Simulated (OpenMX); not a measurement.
**Energy of Cu2O along an even scaling of the cell**

System: Cu2O (Pn-3m, 6 atoms in the cell).
Method: Kohn-Sham DFT of a periodic cell, PBE, OpenMX 2013 PBE set, no spin polarisation (OpenMX 3.8.5).

The 7 runs differ only in the geometry, by an even scaling of the cell at fixed fractional positions. The structure derives from an entry of the Crystallography Open Database.

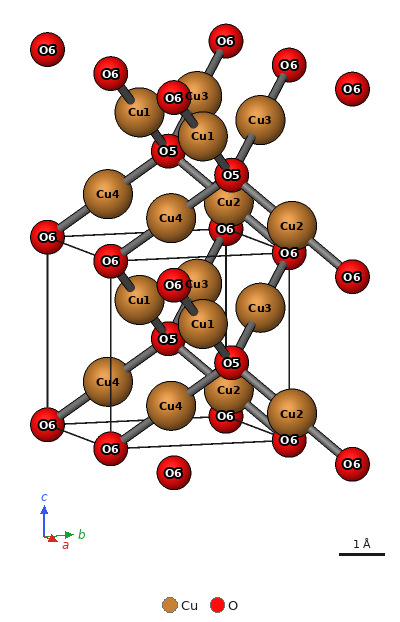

Figure 1. The structure of run 4 (ball-and-stick view of the cell of the calculation, repeated 2 × 1 × 2, seen slightly off an axis; atoms are numbered from 1 in the order of the input).

### Input of run 4
```
System.CurrrentDirectory             ./
System.Name                          Cu2O
DATA.PATH                            ./DFT_DATA13
level.of.stdout                      1
level.of.fileout                     0
Species.Number                       2
<Definition.of.Atomic.Species
  Cu  Cu6.0H-s3p2d2          Cu_PBE13H
  O   O6.0-s2p2d1            O_PBE13
Definition.of.Atomic.Species>

Atoms.Number                         6
Atoms.SpeciesAndCoordinates.Unit     FRAC
<Atoms.SpeciesAndCoordinates
    1  Cu    0.7500000000    0.2500000000    0.7500000000   9.500  9.500
    2  Cu    0.7500000000    0.7500000000    0.2500000000   9.500  9.500
    3  Cu    0.2500000000    0.7500000000    0.7500000000   9.500  9.500
    4  Cu    0.2500000000    0.2500000000    0.2500000000   9.500  9.500
    5  O     0.5000000000    0.5000000000    0.5000000000   3.000  3.000
    6  O     0.0000000000    0.0000000000    0.0000000000   3.000  3.000
Atoms.SpeciesAndCoordinates>

Atoms.UnitVectors.Unit               Ang
<Atoms.UnitVectors
     4.2600000000    0.0000000000    0.0000000000
     0.0000000000    4.2600000000    0.0000000000
     0.0000000000    0.0000000000    4.2600000000
Atoms.UnitVectors>

scf.XcType                           GGA-PBE
scf.SpinPolarization                 off
scf.ElectronicTemperature            580.226
scf.energycutoff                     500.0
scf.maxIter                          100
scf.EigenvalueSolver                 band
scf.Kgrid                            7 7 7
scf.Mixing.Type                      rmm-diisk
scf.Init.Mixing.Weight               0.05
scf.Min.Mixing.Weight                0.001
scf.Max.Mixing.Weight                0.3
scf.Mixing.History                   25
scf.Mixing.StartPulay                8
scf.criterion                        1.0e-8
scf.stress.tensor                    on
MD.Type                              nomd
```

Command:
```bash
openmx Cu2O.dat -nt 1 > Cu2O.std
```

Run 2 has the same physical settings and fractional positions; its lattice vectors (Å) are:
```
   4.202425    0.000000    0.000000
   0.000000    4.202425    0.000000
   0.000000    0.000000    4.202425
```

### Results, with one run withheld

```tsv
run	volume per atom (Å³)	free energy per atom, from the lowest run given (meV)	gap on the mesh (eV)
1	12.112	63.21	0.70
2	12.369	?	?
3	12.627	24.74	0.59
4	12.885	12.80	0.55
5	13.142	4.66	0.50
6	13.400	0.64	0.46
7	13.658	0.00	0.42
```

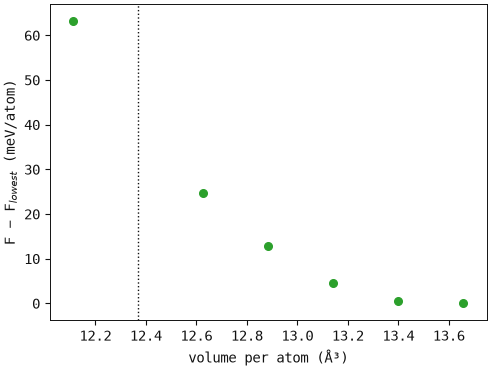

Figure 2. Free energy per atom of the runs given; the dotted line marks run 2.

Estimate the energy of run 2 from the others.

A cubic polynomial in V^(−2/3) (the Birch–Murnaghan form), fitted to the 6 runs given, misses them by at most 0.13 meV per atom. With x = V^(−2/3) − 0.18130 Å⁻², it reads F = 10.152 + 3683.9 x + 3.274e+05 x² − 2.6133e+05 x³ (meV per atom). At run 2 it gives 41.53 meV per atom, and the run itself gives 41.21. The fit has its minimum at 13.577 Å³ per atom, where V d²F/dV² gives 107 GPa: the bulk modulus at this level, since symmetry fixes the shape and the positions. The gap on the mesh goes, without turning, from 0.70 eV in run 1 to 0.42 eV in run 7; run 2 has 0.64 eV. These are gaps of this functional on this mesh, which can miss the band edges; they aren't the measured gap.

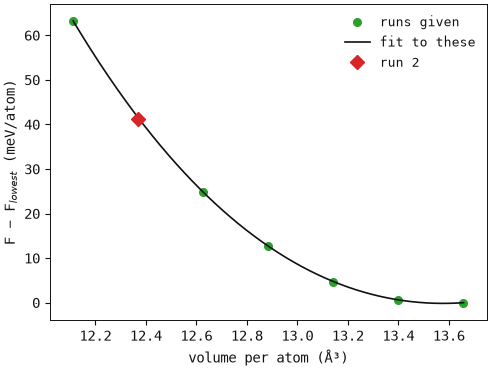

Figure 3. The fit and the withheld run.

### Some lines of the output (run 2)
```
[...]
  Cell_Volume =    500.837152467945 (Bohr^3)
        Total energy (Hartree) at MD = 1
   kloop=0
   kloop=1
   kloop=171
```

Notes: With a small basis of atomic orbitals these values can differ much from converged plane-wave results.
